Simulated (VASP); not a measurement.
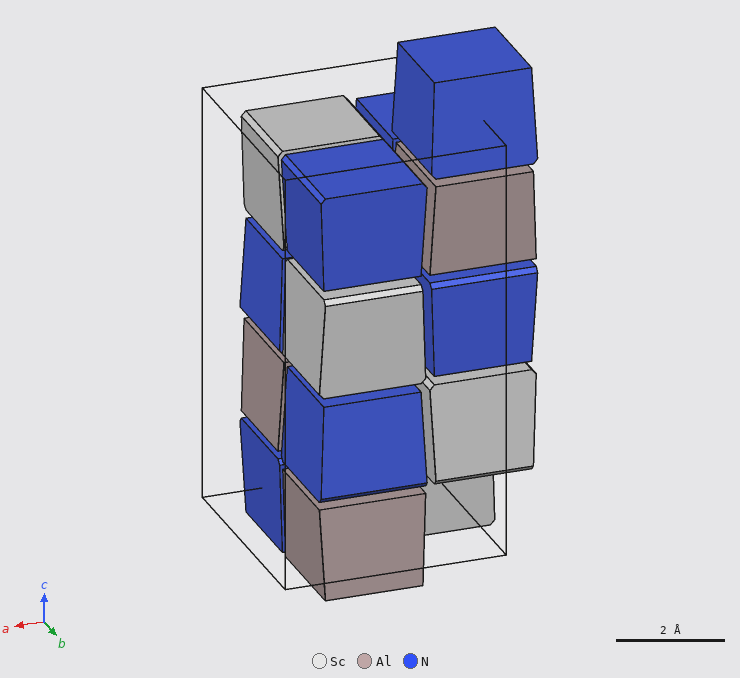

Computed Voronoi cells of the atoms in the unit cell of ScAlN₂ (space group I4_1/amd (No. 141), a = 4.399 Å, b = 4.399 Å, c = 8.397 Å, α = 90.00°, β = 90.00°, γ = 90.00°), coloured by the element inside, shrunk a little to part them. Source: a cell listed in the Materials Project, as set up for an electronic-structure calculation.

```json
{"site": "Sc", "Wyckoff": "4a", "x": "0.0000", "y": "0.0000", "z": "0.0000"}
{"site": "Al", "Wyckoff": "4b", "x": "0.5000", "y": "0.5000", "z": "0.0000"}
{"site": "N", "Wyckoff": "8e", "x": "0.5000", "y": "0.5000", "z": "0.2375"}
```

Question: What share of the volume falls to each element, and how large are the cells?

Answer: Sc: 10.7 Å³ per atom, 26 % of the volume; N: 10.1 Å³ per atom, 50 % of the volume; Al: 9.7 Å³ per atom, 24 % of the volume. The partition uses no radii, so it reflects positions alone and not ionic sizes.
